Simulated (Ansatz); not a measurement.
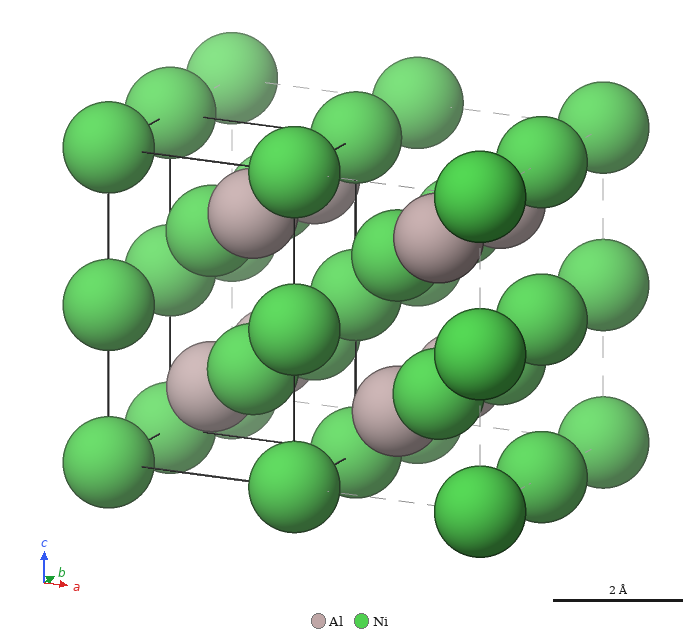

This spheres-only model is shown slightly off an axis. The solid frame is a single conventional unit cell within a 2×2×1 block. Cell: a = 4.013 Å, b = 4.013 Å, c = 4.957 Å, α = 90.00°, β = 90.00°, γ = 120.00°.

- Its composition is AlNi2.
- Its lattice is primitive hexagonal, its space group P-3m1 (No. 164).
- One cell contains 2 Al, 4 Ni, 6 atoms in all.

The cell started as a structure listed in the Materials Project. It was relaxed at fixed volume with DFT PBEsol, scalar-relativistic, plane waves, PAW (Ansatz 0.2.0).

At this level of theory the cell isn't at rest (stretched, at -5 GPa), so its distances can differ from those at equilibrium, the more so the softer the solid.
